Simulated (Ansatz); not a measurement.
Input file:

```
crystal:
  lattice:
    - [2.6693098886, 0.0, 0.0]
    - [0.0, 3.768800339, 0.0]
    - [0.0, 0.0, 5.1077083867]
  atoms:
    - { symbol: Ti, position: [0.5, 0.0, 0.5] }
    - { symbol: Si, position: [0.0, 0.5, 0.7627406419] }
    - { symbol: Si, position: [0.0, 0.5, 0.2372593581] }
basis:
  ecutwfc: 420
kpoints:
  mp_grid: { grid: [18, 12, 10] }
hamiltonian:
  xc: pbe
scf:
  occupations: { method: gaussian, width: 0.1 }
output:
  forces: true
  stress: true
  eigenvalues: true
  write_density: true
  write_potential: true
  elf: true
  volumetric_format: npy
relax:
  adjacent_minimum: "off"
  f_tol: 0.01
  max_steps: 80
  cell: { stress_tol: 0.05 }
```

Launched as:

```sh
ansatz run input.yaml --threads 1 --pin off --max-ram 2560MiB --backend cpu --events-out ev --progress --plain --runs-dir out
```

Below, planes, directions and counts refer to the conventional cell (a = 2.76 Å, b = 2.77 Å, c = 5.98 Å, α = 90.00°, β = 90.00°, γ = 90.00°).

The fields are those of the run's last geometry, not of the input's.

Space group P4/mmm; a structure generated by program, which may or may not match a known phase; computed without spin polarisation.

Method: Ansatz, DFT PBE, scalar-relativistic, plane waves, PAW.

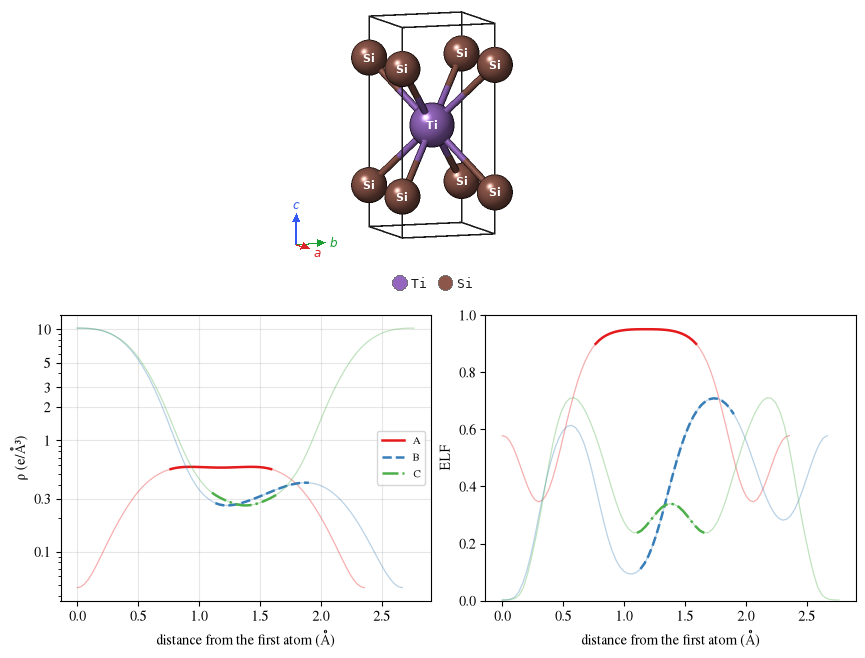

TiSi₂. Valence electron density and ELF along straight lines between neighbouring atoms. Thin, pale parts lie inside the atomic spheres. The structure is drawn too.

Core electrons are frozen (PAW), and the valence fields are smoothed inside the atomic spheres.

> Which curve belongs to which contact (Si–Si, Ti–Si and Ti–Ti)? The first atom named is at distance zero.

Curve A: Si–Si (2.36 Å): ρ at the midpoint is about 0.57 e/Å³; the ELF peaks at about 0.95 between the atoms. Curve B: Ti–Si (2.67 Å): ρ at the midpoint is about 0.27 e/Å³; the ELF peaks at about 0.70 in the valence shell of Si, 0.9 Å from its nucleus, and is about 0.35 at the midpoint. Curve C: Ti–Ti (2.76 Å): the density is about 0.26 e/Å³ at the midpoint; the ELF is about 0.35 at the midpoint.
